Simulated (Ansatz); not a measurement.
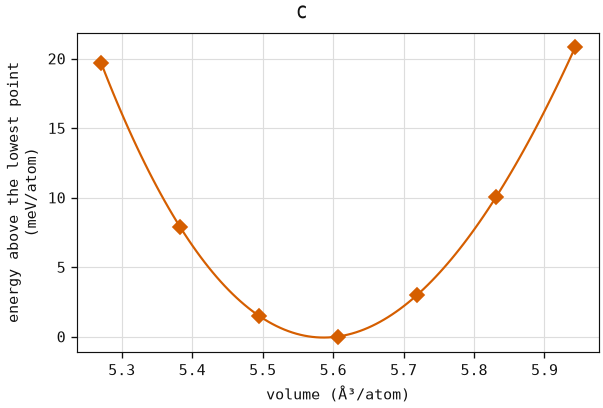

The picture above shows the energy above the lowest point against volume for C, space group Pm-3m (No. 221) (one of a set of cubic test structures, which need not be the stable phase).

How it was computed, with Ansatz 0.2.0 development build: equation of state of a cubic crystal from periodic Kohn-Sham density functional theory without spin, third-order Birch-Murnaghan fit to the free energies; pressure corrected for the finite basis. Level: PBE.

structure type simple cubic; atoms in cell 1; space group number 221; lattice centring simple cubic; k mesh 31×31×31; occupation method Fermi–Dirac; occupation width 0.06123 eV; wave cutoff 820 eV; datasets hand-made PAW; density tolerance 1e−09 eV; bands 6; density cutoff ratio 4; search for lower states default.

Give the fitted equation-of-state parameters.

Answer. A third-order Birch–Murnaghan fit gives V0 = 5.59 Å³/atom, B0 = 324 GPa and B′ = 3.7.

Limits of the calculation: cubic model structure, not the ambient form; modest k-mesh, values are not fully converged in k.
